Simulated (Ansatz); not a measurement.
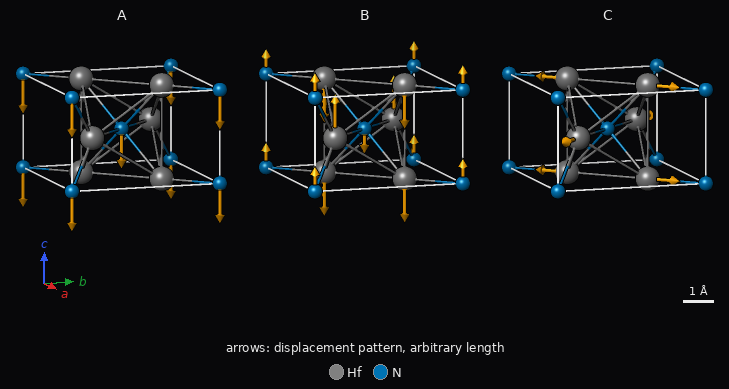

Modes of solid Hf2N at 1.02 times its rest volume, space group P4₂/mnm (No. 136), at the zone centre. The orange arrows give the relative displacements of the atoms. Style: ball-and-stick. Shown: the cell of the calculation, slightly off an axis.

Method: DFT PBEsol, scalar-relativistic, plane waves, PAW in Ansatz 0.2.0.

The frequencies depend somewhat on the k-mesh and the smearing.

> Give the symmetry species and the selection rules of each.

A is A₂u, infrared-active by symmetry (549 cm⁻¹). B is B₁u, silent by symmetry (neither infrared- nor Raman-active) (153 cm⁻¹). C is B₂g, Raman-active by symmetry (203 cm⁻¹). The crystal has a centre of inversion, so no mode is both. In a metal the free carriers screen the infrared response.
